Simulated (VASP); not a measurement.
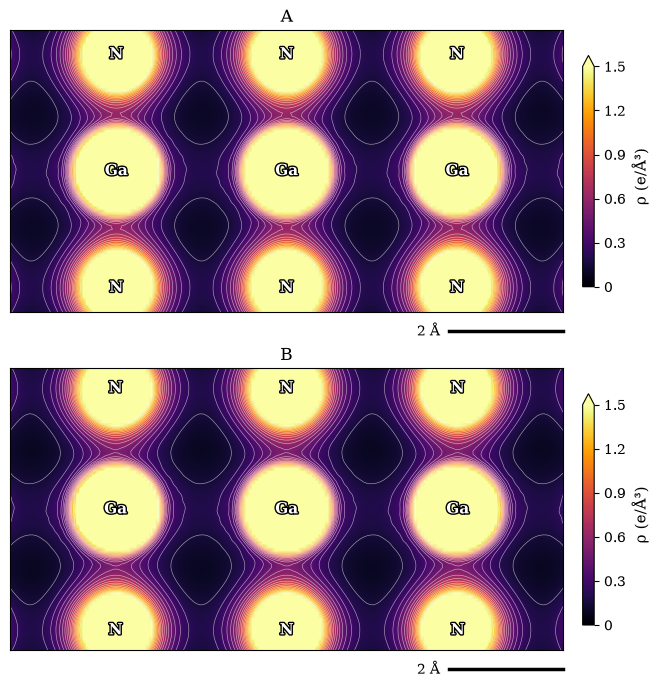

GaN. The valence electron density of two cells that differ in size and shape, on the (11̄0) plane of each (indices in the axes of the calculation cell), at one length scale and on one colour scale; one has 8.9 and the other 9.3 Å³ an atom.

The calculation used VASP 6.6.1, Kohn-Sham DFT of a periodic cell, PBEsol, VASP PAW PBE potentials, recommended.

The larger cell:

```
CELL_PARAMETERS angstrom
0.00000 2.10577 2.10577
2.10577 0.00000 2.10577
2.10577 2.10577 0.00000
ATOMIC_POSITIONS crystal
Ga 0.00000 0.00000 0.00000
N 0.50000 0.50000 0.50000
```

The smaller cell: a = 2.966 Å, b = 2.874 Å, c = 2.966 Å, α = 61.02°, β = 57.96°, γ = 61.02°.

> Which panel shows the smaller cell, and what does the compression change?

Panel A is the smaller cell, by 4 % in volume. From the larger cell to the smaller, Ga–N goes from 2.11 to 2.03 Å, and the density at its midpoint from 0.53 to 0.61 e/Å³; the pressure goes from 1.9 to 16 GPa.
